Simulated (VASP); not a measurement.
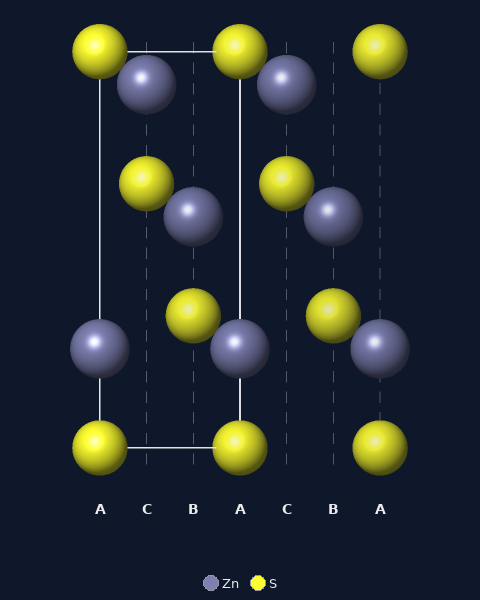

The picture looks along a close-packed row of the hexagonal mesh; [111] points upwards. The dashed lines mark the three columns A (0, 0), B (1/3, 2/3) and C (2/3, 1/3). The box is the hexagonal cell of the face-centred cubic lattice. The sequence starts with the first layer at or above the cell's origin.

ZnS: the end point of a relaxation with VASP Kohn-Sham DFT of a periodic cell, B3LYP, VASP PAW PBE potentials, recommended (VASP).

> Give the sequence of layers in one repeat, with element and column.

S(A) – Zn(A) – S(B) – Zn(B) – S(C) – Zn(C) (six layers in 9.52 Å).

> How are the S layers alone stacked?

S layers alone: ABC, the cubic close-packed type.

> Which positions between or in the S layers do the other atoms fill?

Zn: three tetrahedral sites in each hexagonal cell.

> What short polytype symbol fits?

Polytype symbol 3C, the symbol of a tetrahedral polytype (number of double layers in the repeat and lattice).
